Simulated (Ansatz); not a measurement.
# Si7N: what the fields show

```yaml
crystal:
  lattice:
    - [5.18954, 0.00000, 0.00000]
    - [0.00000, 5.18954, 0.00000]
    - [0.00000, 0.00000, 5.18954]
  atoms:
    - { symbol: Si, position: [0.22487, 0.22487, 0.22487] }
    - { symbol: Si, position: [0.00000, 0.50000, 0.50000] }
    - { symbol: Si, position: [0.50000, 0.50000, 0.00000] }
    - { symbol: Si, position: [0.50000, 0.00000, 0.50000] }
    - { symbol: Si, position: [0.77513, 0.22487, 0.77513] }
    - { symbol: Si, position: [0.77513, 0.77513, 0.22487] }
    - { symbol: Si, position: [0.22487, 0.77513, 0.77513] }
    - { symbol: N, position: [0.00000, 0.00000, 0.00000] }
```

Space group P-43m; a generated structure, not necessarily the stable one; computed without spin polarisation.

Theory: DFT PBE, scalar-relativistic, plane waves, PAW in Ansatz 0.2.0.

The density is the valence pseudo-density of a PAW calculation; it isn't the true density close to the nuclei.

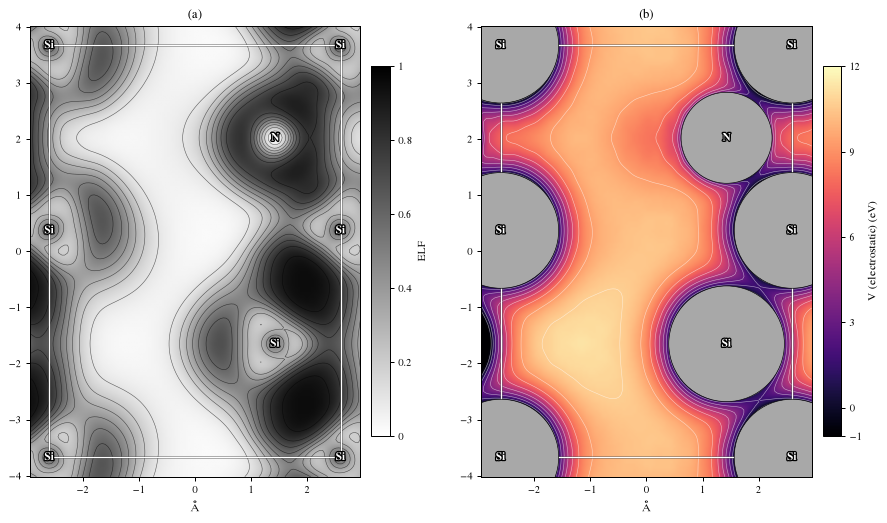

Figure 1. (a) ELF; (b) electrostatic potential (local pseudopotential plus Hartree) felt by an electron on the (011̄) plane of the conventional cell. Grey discs cover the atomic cores in the potential map.

### What do the fields say about this system?

The section cuts through Si and N sites. Si–N (2.02 Å): the ELF peaks at about 0.90 between the atoms. Si–Si (2.33 Å): the ELF peaks at about 0.95 between the atoms. Outside the cores the potential energy rises away from the atoms and is highest about 2.5 Å from the nearest atoms; its zero is arbitrary.

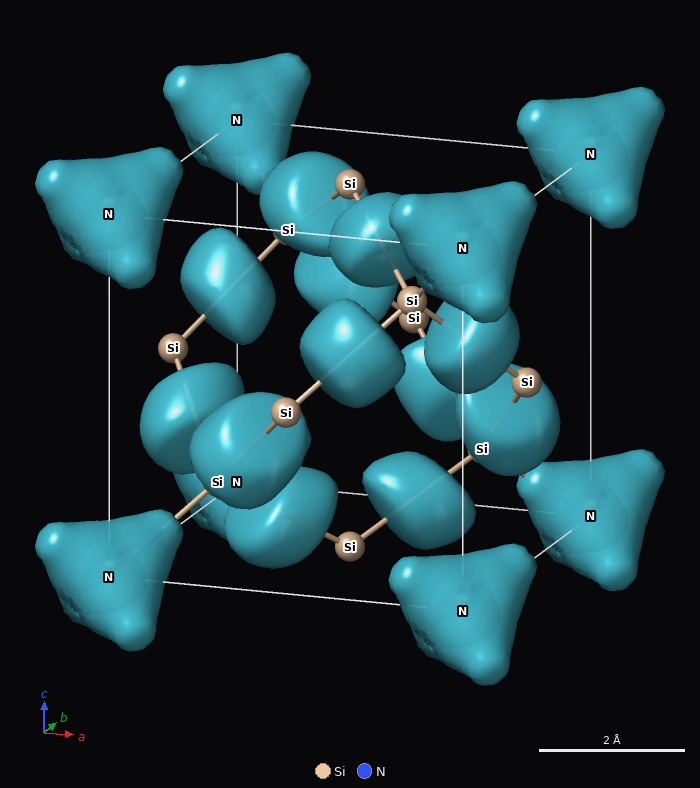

Figure 2. Isosurface of the electron localisation function at 0.75 (cyan), seen slightly off an axis. Core shells and regions of very low density are left out. Sticks mark near contacts.

### Identify the bonds, lone pairs and shells in this picture.

The ELF exceeds this value in twelve regions between bonded Si–Si atoms and one region on N in which the atom's valence shell and bonds are merged, counted in one cell of 8 atoms. Any copies at cell faces, edges or corners count once.

### Does the calculation make it a metal, or give it a gap?

It is gapless in this calculation (a metal or semimetal).
